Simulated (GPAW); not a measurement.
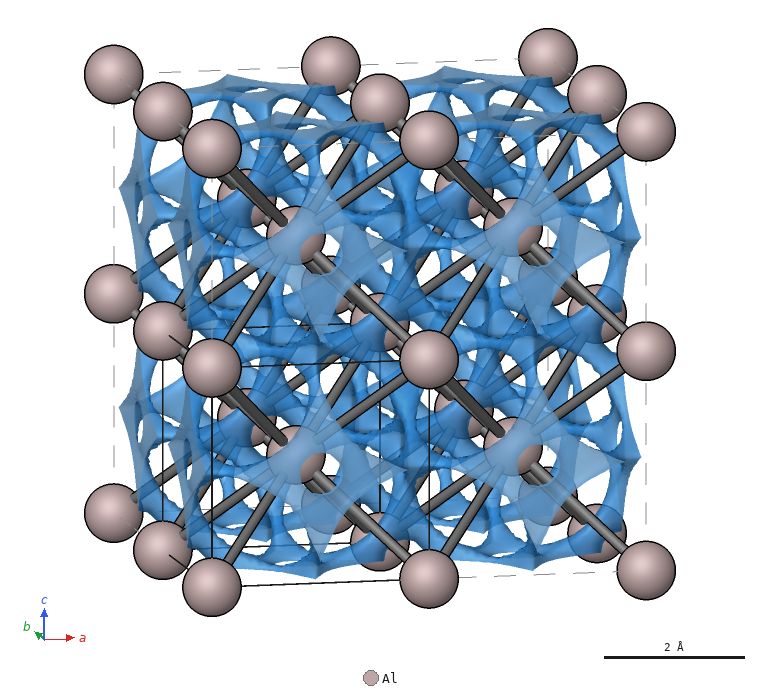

The blue surface encloses the points that the centre of a probe sphere of radius 0.15 Å can occupy in Al (Im-3m, No. 229), computed on a grid of about 0.13 Å (2×2×2 cells shown, view slightly off an axis; pale faces close the region where the box cuts it).

Atoms are hard spheres with metallic radii: Al 1.43 Å.

Origin of the cell: a cell listed in the Materials Project, as set up for an electronic-structure calculation.

```
CELL_PARAMETERS angstrom
3.18244 0.00000 0.00000
0.00000 3.18244 0.00000
0.00000 0.00000 3.18244
ATOMIC_POSITIONS crystal
Al 0.00000 0.00000 0.00000
Al 0.50000 0.50000 0.50000
```

**Do these regions connect?**

Where they connect, they form a three-dimensional network.

**What share of the cell can the probe's centre reach?**

About 7.1 % of the volume (2.3 Å³ of 32.2 Å³).

**Give the largest included and the largest free sphere.**

The largest sphere that fits anywhere has a diameter of 0.70 Å; the largest that can travel through the crystal, about 0.5 Å.

**How does the connectivity change as the probe shrinks?**

Below a radius of about 0.26 Å the space forms a three-dimensional network. These are grid estimates, good to about 0.05 Å.
